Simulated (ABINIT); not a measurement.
**Run report: GaP, single-point calculation**

System: GaP (F-43m, 2 atoms in the cell).
Method: Kohn-Sham DFT of a periodic cell, r2SCAN, JTH PAW PBE v2.0, no spin polarisation (ABINIT 10.8.3).

The structure derives from an entry of the Crystallography Open Database.

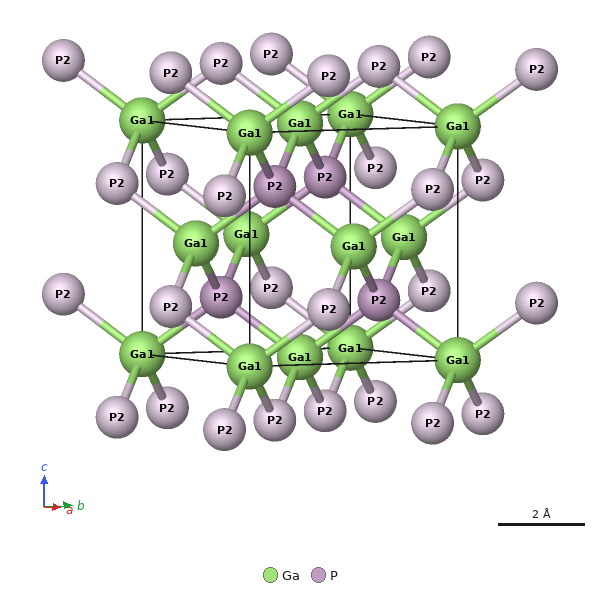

*The input geometry (ball-and-stick view of the cell 4 times as large as that of the calculation, set on its symmetry axes, seen at an oblique angle; neighbours outside the cell are drawn fainter; atoms are numbered from 1 in the order of the input).*

### The input
```
pp_dirpath "./"
pseudos "Ga.GGA_PBE-JTH.xml, P.GGA_PBE-JTH.xml"

acell 3*1.0 Angstrom
rprim
     0.0000000000     2.7252500000     2.7252500000
     2.7252500000     0.0000000000     2.7252500000
     2.7252500000     2.7252500000     0.0000000000
ntypat 2
znucl 31 15
natom 2
typat 1 2
xred
     0.0000000000     0.0000000000     0.0000000000
     0.7500000000     0.7500000000     0.7500000000

ecut 24.0
pawecutdg 46.0

kptopt 1
ngkpt 6 6 6
nshiftk 1
shiftk 0.0 0.0 0.0

ixc -497498
usekden 1
pawxcdev 0

nband 13
occopt 3
tsmear 0.05 eV

nstep 100
tolvrs 1.0e-7

iomode 3
prtwf 0
prteig 0
prtebands 0
enunit 2
prtden 1
prtvha 1
prtvclmb 1
prtpot 1
```

Run on 1 thread of Arm Neoverse V1, 24 GiB of memory available, shared host.

Launched with:
```bash
abinit run.abi > log 2>&1
```

### The program's output
```
.Version 10.8.3 of ABINIT
 Symmetries : space group F-4 3 m (#216); Bravais cF (face-center cubic)
================================================================================
 Values of the parameters that define the memory need of the present run
     intxc =       0    ionmov =       0      iscf =      17    lmnmax =      18
     lnmax =       6     mgfft =      36  mpssoang =       3    mqgrid =    3001
     natom =       2  nloc_mem =       2    nspden =       1   nspinor =       1
    nsppol =       1      nsym =      24    n1xccc =       1    ntypat =       2
    occopt =       3   xclevel =       2
       mpw =        1544          nfft =       46656          nkpt =          16
 PAW method is used; the additional fine FFT grid is defined by:
   mgfftf=        48    nfftf =    110592
================================================================================
================================================================================

--------------------------------------------------------------------------------
------------- Echo of variables that govern the present computation ------------
--------------------------------------------------------------------------------
 -outvars: echo values of preprocessed input variables --------
            acell      1.8897261259E+00  1.8897261259E+00  1.8897261259E+00 Bohr
              amu      6.97230000E+01  3.09737620E+01
             ecut      2.40000000E+01 Hartree
           enunit           2
              ixc     -497498
         kptrlatt        6    0    0      0    6    0      0    0    6
          kptrlen      4.36989965E+01
            natom           2
            nband          13
            ngfft          36      36      36
          ngfftdg          48      48      48
             nkpt          16
            nstep         100
             nsym          24
           ntypat           2
           occopt           3
        pawecutdg      4.60000000E+01 Hartree
         pawxcdev           0
        prtebands           0
           prteig           0
          prtkden           1
           prtpot           1
         prtvclmb           1
           prtvha           1
            prtwf           0
            rprim      0.0000000000E+00  2.7252500000E+00  2.7252500000E+00
                       2.7252500000E+00  0.0000000000E+00  2.7252500000E+00
                       2.7252500000E+00  2.7252500000E+00  0.0000000000E+00
          spgroup         216
           tolvrs      1.00000000E-07
           tsmear      1.83746611E-03 Hartree
            typat      1  2
          usekden           1
           useylm           1
           xangst      0.0000000000E+00  0.0000000000E+00  0.0000000000E+00
                       4.0878750000E+00  4.0878750000E+00  4.0878750000E+00
            xcart      0.0000000000E+00  0.0000000000E+00  0.0000000000E+00
                       7.7249641869E+00  7.7249641869E+00  7.7249641869E+00
             xred      0.0000000000E+00  0.0000000000E+00  0.0000000000E+00
                       7.5000000000E-01  7.5000000000E-01  7.5000000000E-01
            znucl       31.00000   15.00000

================================================================================

 chkinp: Checking input parameters for consistency.

================================================================================
== DATASET  1 ==================================================================

--- !DatasetInfo
iteration_state: {dtset: 1, }
dimensions: {natom: 2, nkpt: 16, mband: 13, nsppol: 1, nspinor: 1, nspden: 1, mpw: 1544, }
cutoff_energies: {ecut:  24.0, pawecutdg:  46.0, }
electrons: {nelect:   1.80000000E+01, charge:   0.00000000E+00, occopt:   3.00000000E+00, tsmear:   1.83746611E-03, }
meta: {optdriver: 0, ionmov: 0, optcell: 0, iscf: 17, paral_kgb: 0, }
...

 Real(R)+Recip(G) space primitive vectors, cartesian coordinates (Bohr,Bohr^-1):
 R(1)=  0.0000000  5.1499761  5.1499761  G(1)= -0.0970878  0.0970878  0.0970878
 R(2)=  5.1499761  0.0000000  5.1499761  G(2)=  0.0970878 -0.0970878  0.0970878
 R(3)=  5.1499761  5.1499761  0.0000000  G(3)=  0.0970878  0.0970878 -0.0970878
 Unit cell volume ucvol=  2.7317795E+02 bohr^3
 Angles (23,13,12)=  6.00000000E+01  6.00000000E+01  6.00000000E+01 degrees

 Coarse grid specifications (used for wave-functions):

 getcut: wavevector=  0.0000  0.0000  0.0000  ngfft=  36  36  36
         ecut(hartree)=     24.000   => boxcut(ratio)=   2.24136

 getcut : COMMENT -
  Note that boxcut > 2.2 ; recall that boxcut=Gcut(box)/Gcut(sphere) = 2
  is sufficient for exact treatment of convolution.
  Such a large boxcut is a waste : you could raise ecut
  e.g. ecut=   30.142157 Hartrees makes boxcut=2

 Fine grid specifications (used for densities):

 getcut: wavevector=  0.0000  0.0000  0.0000  ngfft=  48  48  48
         ecut(hartree)=     46.000   => boxcut(ratio)=   2.15862

--- Pseudopotential description ------------------------------------------------
- pspini: atom type   1  psp file is ./Ga.GGA_PBE-JTH.xml
 Pseudopotential format is: paw10
 basis_size (lnmax)=  6 (lmn_size= 18), orbitals=   0   0   1   1   2   2
 Spheres core radius: rc_sph= 2.10359248
 Shapefunction is BESSEL type: shapef(r,l)=aa(1,l)*jl(q(1,l)*r)+aa(2,l)*jl(q(2,l)*r)
 Radius for shape functions =  1.80829011
 Compensation charge density is not taken into account in XC energy/potential

- pspini: atom type   2  psp file is ./P.GGA_PBE-JTH.xml
 Pseudopotential format is: paw10
 basis_size (lnmax)=  4 (lmn_size=  8), orbitals=   0   0   1   1
 Spheres core radius: rc_sph= 1.60765221
 Shapefunction is SIN type: shapef(r)=[sin(pi*r/rshp)/(pi*r/rshp)]**2
 Radius for shape functions =  1.60765221
 Compensation charge density is not taken into account in XC energy/potential

   4.33120550E+02                                ecore*ucvol(ha*bohr**3)
--------------------------------------------------------------------------------

================================================================================

--- !BeginCycle
iteration_state: {dtset: 1, }
solver: {iscf: 17, nstep: 100, nline: 4, wfoptalg: 10, }
tolerances: {tolvrs: 1.00E-07, }
...

     iter   Etot(hartree)      deltaE(h)  residm     nres2
 ETOT  1  -76.801904864799    -7.680E+01 1.269E-01 3.997E+00
 ETOT  2  -76.812081864889    -1.018E-02 1.022E-02 7.855E-01
 ETOT  3  -76.812587155833    -5.053E-04 1.931E-03 2.481E-02
 ETOT  4  -76.812615090743    -2.793E-05 9.733E-04 4.596E-03
 ETOT  5  -76.812619664334    -4.574E-06 3.719E-04 7.490E-04
 ETOT  6  -76.812623656103    -3.992E-06 1.450E-04 1.652E-05
 ETOT  7  -76.812623644633     1.147E-08 4.671E-05 1.014E-06
 ETOT  8  -76.812623649276    -4.643E-09 1.744E-05 2.007E-07
 ETOT  9  -76.812623649814    -5.383E-10 5.516E-06 2.569E-08

 At SCF step    9       nres2   =  2.57E-08 < tolvrs=  1.00E-07 =>converged.

Result for kinetic energy density :

--------------------------------------------------------------------------------
 Total kinetic energy density [Ha/Bohr^3]
)     Maximum=    3.2183E-01  at reduced coord.    0.1042    0.9167    0.9792
)     Minimum=    1.4399E-03  at reduced coord.    0.2500    0.2500    0.2500
   Integrated=    7.4101E+00
--------------------------------------------------------------------------------

 Cartesian components of stress tensor (hartree/bohr^3)
  sigma(1 1)=  7.45829261E-06  sigma(3 2)=  0.00000000E+00
  sigma(2 2)=  7.45829261E-06  sigma(3 1)=  0.00000000E+00
  sigma(3 3)=  7.45829261E-06  sigma(2 1)=  0.00000000E+00

--- !ResultsGS
iteration_state: {dtset: 1, }
comment   : Summary of ground state results
lattice_vectors:
- [  0.0000000,   5.1499761,   5.1499761, ]
- [  5.1499761,   0.0000000,   5.1499761, ]
- [  5.1499761,   5.1499761,   0.0000000, ]
lattice_lengths: [   7.28317,    7.28317,    7.28317, ]
lattice_angles: [ 60.000,  60.000,  60.000, ] # degrees, (23, 13, 12)
lattice_volume:   2.7317795E+02
convergence: {deltae: -5.383E-10, res2:  2.569E-08, residm:  5.516E-06, diffor: null, }
etotal    :  -7.68126236E+01
entropy   :   0.00000000E+00
fermie    :   2.16564168E-01
cartesian_stress_tensor: # hartree/bohr^3
- [  7.45829261E-06,   0.00000000E+00,   0.00000000E+00, ]
- [  0.00000000E+00,   7.45829261E-06,   0.00000000E+00, ]
- [  0.00000000E+00,   0.00000000E+00,   7.45829261E-06, ]
pressure_GPa:  -2.1943E-01
xred      :
- [  0.0000E+00,   0.0000E+00,   0.0000E+00, Ga]
- [  7.5000E-01,   7.5000E-01,   7.5000E-01,  P]
cartesian_forces: # hartree/bohr
- [  0.00000000E+00,  -1.67310770E-27,   0.00000000E+00, ]
- [  1.79366203E-43,   1.67310770E-27,  -3.58732407E-43, ]
force_length_stats: {min:   1.67310770E-27, max:   1.67310770E-27, mean:   1.67310770E-27, }
...

 Integrated electronic density in atomic spheres:
 ------------------------------------------------
 Atom  Sphere_radius  Integrated_density
    1        2.10359         11.07037981
    2        1.60765          1.56230290

================================================================================

 ----iterations are completed or convergence reached----

 Mean square residual over all n,k,spin=   26.563E-09; max=  55.162E-07
 reduced coordinates (array xred) for    2 atoms
       0.000000000000      0.000000000000      0.000000000000
       0.750000000000      0.750000000000      0.750000000000
 rms dE/dt=  1.3162E-26; max dE/dt=  2.5849E-26; dE/dt below (all hartree)
    1       0.000000000000     -0.000000000000      0.000000000000
    2      -0.000000000000     -0.000000000000      0.000000000000

 cartesian coordinates (angstrom) at end:
    1      0.00000000000000     0.00000000000000     0.00000000000000
    2      4.08787500000000     4.08787500000000     4.08787500000000

 cartesian forces (hartree/bohr) at end:
    1      0.00000000000000    -0.00000000000000     0.00000000000000
    2      0.00000000000000     0.00000000000000    -0.00000000000000
 frms,max,avg= 9.6596918E-28 1.6731077E-27   0.000E+00  0.000E+00  0.000E+00 h/b

 cartesian forces (eV/Angstrom) at end:
    1      0.00000000000000    -0.00000000000000     0.00000000000000
    2      0.00000000000000     0.00000000000000    -0.00000000000000
 frms,max,avg= 4.9672132E-26 8.6034657E-26   0.000E+00  0.000E+00  0.000E+00 e/A
 length scales=  1.889726125908  1.889726125908  1.889726125908 bohr
              =  1.000000000000  1.000000000000  1.000000000000 angstroms
 Fermi (or HOMO) energy (hartree) =   0.21656   Average Vxc (hartree)=  -0.35995
 Eigenvalues (hartree) for nkpt=  16  k points:
 kpt#   1, nband= 13, wtk=  0.00463, kpt=  0.0000  0.0000  0.0000 (reduced coord)
  -0.36834   -0.36834   -0.36834   -0.36405   -0.36405   -0.29713    0.18145    0.18145
   0.18145    0.26824    0.33594    0.33594    0.33594
      occupation numbers for kpt#   1
   2.00000    2.00000    2.00000    2.00000    2.00000    2.00000    2.00000    2.00000
   2.00000    0.00000    0.00000    0.00000    0.00000
 prteigrs : prtvol=0 or 1, do not print more k-points.

 Fermi (or HOMO) energy (eV) =   5.89301   Average Vxc (eV)=  -9.79462
 Eigenvalues (   eV  ) for nkpt=  16  k points:
 kpt#   1, nband= 13, wtk=  0.00463, kpt=  0.0000  0.0000  0.0000 (reduced coord)
 -10.02308  -10.02308  -10.02308   -9.90633   -9.90633   -8.08522    4.93747    4.93747
   4.93747    7.29907    9.14145    9.14145    9.14145
 prteigrs : prtvol=0 or 1, do not print more k-points.

--- !EnergyTerms
iteration_state     : {dtset: 1, }
comment             : Components of total free energy in Hartree
kinetic             :  7.41010402784953E+00
hartree             :  2.77984177102220E+01
xc                  : -3.66119803618035E+00
Ewald energy        : -4.82388119106609E+01
psp_core            :  1.58548868667935E+00
local_psp           : -7.22127673573722E+01
PAW spherical_terms :  1.05060989458155E+01
internal            : -7.68126679336471E+01
'-kT*entropy'       : -1.05694447001302E-11
total_energy        : -7.68126679336577E+01
total_energy_eV     : -2.09017917572704E+03
...

--- !EnergyTermsDC
iteration_state     : {dtset: 1, }
comment             : '"Double-counting" decomposition of free energy'
band_energy         : -3.77063184010150E+00
Ewald energy        : -4.82388119106609E+01
psp_core            :  1.58548868667935E+00
xc_dc               : -2.70118468410469E+01
PAW spherical_terms :  6.23178255326469E-01
internal            : -7.68126236498035E+01
'-kT*entropy'       : -1.05694447001302E-11
total_energy_dc     : -7.68126236498141E+01
total_energy_dc_eV  : -2.09017797070227E+03
...

--- !EnergyTermsWithPAWCore
iteration_state     : {dtset: 1, }
comment             : 'Components of total free energy, including PAW core contributions'
Total energy        : -2.28657516008527E+03
Total energy DC     : -2.28657511580143E+03
Total energy (eV)   : -6.22208798615461E+04
Total energy DC (eV): -6.22208786565213E+04
...

 Cartesian components of stress tensor (hartree/bohr^3)
  sigma(1 1)=  7.45829261E-06  sigma(3 2)=  0.00000000E+00
  sigma(2 2)=  7.45829261E-06  sigma(3 1)=  0.00000000E+00
  sigma(3 3)=  7.45829261E-06  sigma(2 1)=  0.00000000E+00

-Cartesian components of stress tensor (GPa)         [Pressure= -2.1943E-01 GPa]
- sigma(1 1)=  2.19430544E-01  sigma(3 2)=  0.00000000E+00
- sigma(2 2)=  2.19430544E-01  sigma(3 1)=  0.00000000E+00
- sigma(3 3)=  2.19430544E-01  sigma(2 1)=  0.00000000E+00

== END DATASET(S) ==============================================================
================================================================================

 -outvars: echo values of variables after computation  --------
            acell      1.8897261259E+00  1.8897261259E+00  1.8897261259E+00 Bohr
           etotal     -7.6812623650E+01
            fcart      0.0000000000E+00 -1.6731077010E-27  0.0000000000E+00
                       1.7936620343E-43  1.6731077010E-27 -3.5873240687E-43
            rprim      0.0000000000E+00  2.7252500000E+00  2.7252500000E+00
                       2.7252500000E+00  0.0000000000E+00  2.7252500000E+00
                       2.7252500000E+00  2.7252500000E+00  0.0000000000E+00
           strten      7.4582926067E-06  7.4582926067E-06  7.4582926067E-06
                       0.0000000000E+00  0.0000000000E+00  0.0000000000E+00
           xangst      0.0000000000E+00  0.0000000000E+00  0.0000000000E+00
                       4.0878750000E+00  4.0878750000E+00  4.0878750000E+00
             xred      0.0000000000E+00  0.0000000000E+00  0.0000000000E+00
                       7.5000000000E-01  7.5000000000E-01  7.5000000000E-01
 Calculation completed.
```

### Key numbers

```tsv
quantity	value
outcome	converged
space group (tolerance 0.01 Å)	F-43m (216)
electrons treated	18
free energy	−2090.1780 eV
Fermi energy	5.893 eV
gap on the k-point mesh	1.93 eV
pressure	−0.22 GPa
largest force (length of the vector)	under 0.001 eV/Å
wall time	45 s
peak memory	0.15 GiB
```
